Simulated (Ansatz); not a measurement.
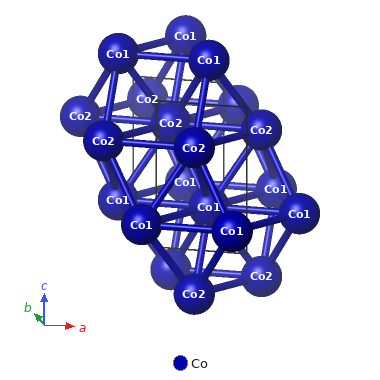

The system is Co (P6_3/mmc, No. 194; 2 atoms in the cell); the picture shows the reference structure. 
- The energy is mapped over volume and a fixed ferromagnetic moment.
- The first coordinate is: volume per atom; the second: total spin moment of the cell, held fixed.
- Nothing is relaxed (shape and fractional coordinates fixed).
- Grid: 7 × 9 points.
- Points are written as (first, second).
- Energies: meV/atom, counted from the lowest grid point.
- The moment is held fixed and parallel; antiferromagnetic orders weren't tried. The electronic state followed may not be the lowest one.
- Theory: DFT PBE, scalar-relativistic, plane waves, PAW (Ansatz). Settings: cutoff 520 eV, k-mesh 24×24×12 in the order of the run's cell vectors, gaussian smearing 0.15 eV.

Its coordinates:

```
CELL_PARAMETERS angstrom
2.49328 0.00000 0.00000
-1.24664 2.15925 0.00000
0.00000 0.00000 4.03239
ATOMIC_POSITIONS crystal
Co 0.66667 0.33333 0.25000
Co 0.33333 0.66667 0.75000
```

Range: volume per atom from 8.14 to 13.57 Å³; total spin moment of the cell, held fixed from 0.00 to 4.40 μB.

What will the energy surface look like?

Answer. The lowest grid point is at (10.85 Å³, 3.30 μB). It is the only kind of minimum in the scanned range. The highest grid point, (8.14 Å³, 4.40 μB), lies 1455 meV/atom above the lowest. Round the minimum the valley is somewhat tilted: raising volume per atom shifts the best value of the second coordinate upwards (coupling k₁₂/√(k₁₁k₂₂) about −0.2).

```
second ↓, first →  8.14  9.04  9.95  10.85  11.76  12.66  13.57
             4.40  1455   787   439    290    268    325    433
             3.85  1065   473   183     81     94    180    311
             3.30   843   311    67      0     42    151    301
             2.75   777   286    73     31     94    219    383
             2.20   765   303   113     90    167    305    480
             1.65   766   326   154    144    233    380    562
             1.10   774   348   188    188    284    438    625
             0.55   781   365   211    216    317    475    665
             0.00   783   370   219    226    329    487    679
```

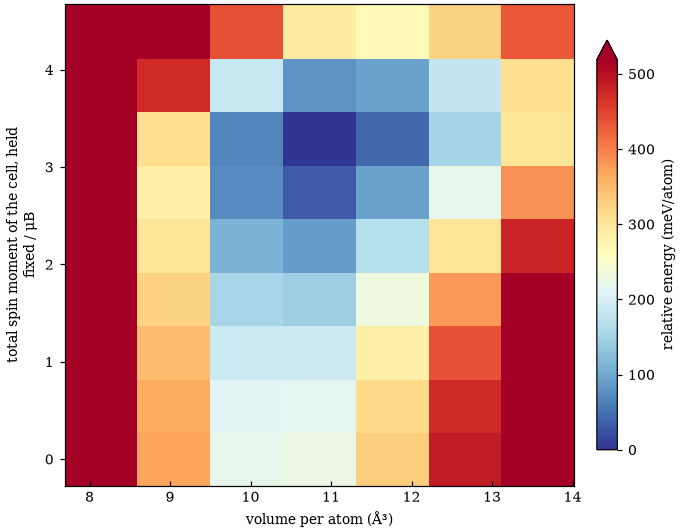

The picture shows one coloured cell a grid point, one colour for all values above the top of the scale.

Time for the 63 points that were run: 37 min on 2 threads of Arm Neoverse N1, with other jobs on the host.

PAW datasets: the set soft_1.
